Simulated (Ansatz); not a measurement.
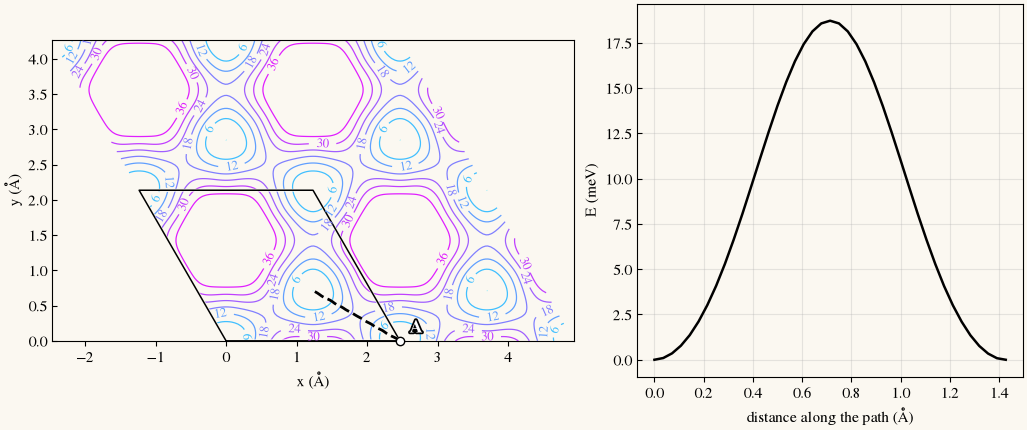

Cl on a two-dimensional sheet of C (8 atoms of substrate and one adsorbate in a 2 × 2 cell). Cl is moved over the surface cell; relaxed at each place: the height of the adsorbate's atoms; substrate rigid; the origin of the map has the adsorbate above C1. Places are given modulo a cell vector. The map is drawn in real space over the plane of the surface. Grid: 6 × 6 points; 7 points were computed and 29 follow by symmetry. Places are given in fractions of the 1 × 1 surface cell. Energies are in meV, from the lowest grid point. Level of theory: DFT PBE+D3(BJ), scalar-relativistic, plane waves, PAW (Ansatz). Settings: cutoff 420 eV, k-mesh 6×6×1, gaussian smearing 0.1 eV, spin-polarised.

Drawn: contour lines labelled in meV (none above 42), a line along the lowest path, the outline of one cell of the 2 × 2 shown, the energy along the path at the right, the start A. Between grid points the surface is interpolated.

Question: Describe the path and its barrier.

Answer: The easiest path leads from the well at the top site over a surface C atom, (0/6, 0/6) of the cell vectors to a well of about the same depth at the top site over a surface C atom, (4/6, 2/6) of the cell vectors. Its highest point lies about 19 meV above the bottom of the first well on the interpolated surface, at a bridge site between two C atoms, (5/6, 1/6) of the cell vectors. This is the barrier on the constrained surface; relaxing the other coordinates would change it.

PAW datasets: the set soft_1.
